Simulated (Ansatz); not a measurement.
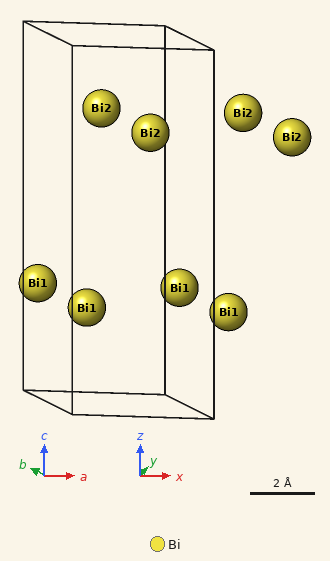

A scan of crystalline Bi (P6_3/mmc): the cell is strained in shear in the xz plane, with the atoms kept at their fractional coordinates. x, y and z are the Cartesian axes of the input. The picture shows the reference cell. Style: ball-and-stick. Shown: the cell of the calculation, repeated 1 × 1 × 1 with one cell outlined, repeated 2 × 2 × 1 with one cell outlined, slightly off an axis.

Level of theory: DFT LDA, scalar-relativistic, plane waves, PAW (Ansatz). Settings: plane-wave cutoff 420 eV; k-point mesh 12 × 12 × 4; occupations gaussian; smearing width 0.15 eV; no spin polarisation. Energies (free energies at the smearing named) are counted from the cell as listed in its source, which wasn't relaxed.

Input file:
```yaml
crystal:
  lattice:
    - [4.5390002997, 0.0, 0.0]
    - [-2.2695001499, 3.9308895673, 0.0]
    - [0.0, 0.0, 11.829]
  atoms:
    - { symbol: Bi, position: [0.3333333333, 0.6666666667, 0.25] }
    - { symbol: Bi, position: [0.6666666667, 0.3333333333, 0.75] }
basis:
  ecutwfc: 420
kpoints:
  mp_grid: { grid: [12, 12, 4] }
hamiltonian:
  xc: lda
scf:
  occupations: { method: gaussian, width: 0.15 }
output:
  forces: true
  stress: true
  eigenvalues: true
```

### What energies does the calculation give (the strain: −0.060, −0.030, 0.000, 0.015, 0.045)?

| engineering shear strain | ΔE (meV/atom) |
| --- | --- |
| −0.060 | 0.73 |
| −0.030 | 0.18 |
| 0.000 | 0.00 |
| 0.015 | 0.05 |
| 0.045 | 0.41 |

The lowest computed point lies at the strain 0.00 (0.00 meV/atom). The unrelaxed reference is under a pressure of −3.6 GPa. The distortion takes the space group from P6_3/mmc to C2/c. At the strain −0.06 the cell of the drawing goes a 4.539 → 4.541 Å, b 4.539 → 4.540 Å, c 11.829 → 11.834 Å, α 90.0° → 88.3°, β 90.0° → 93.4°.
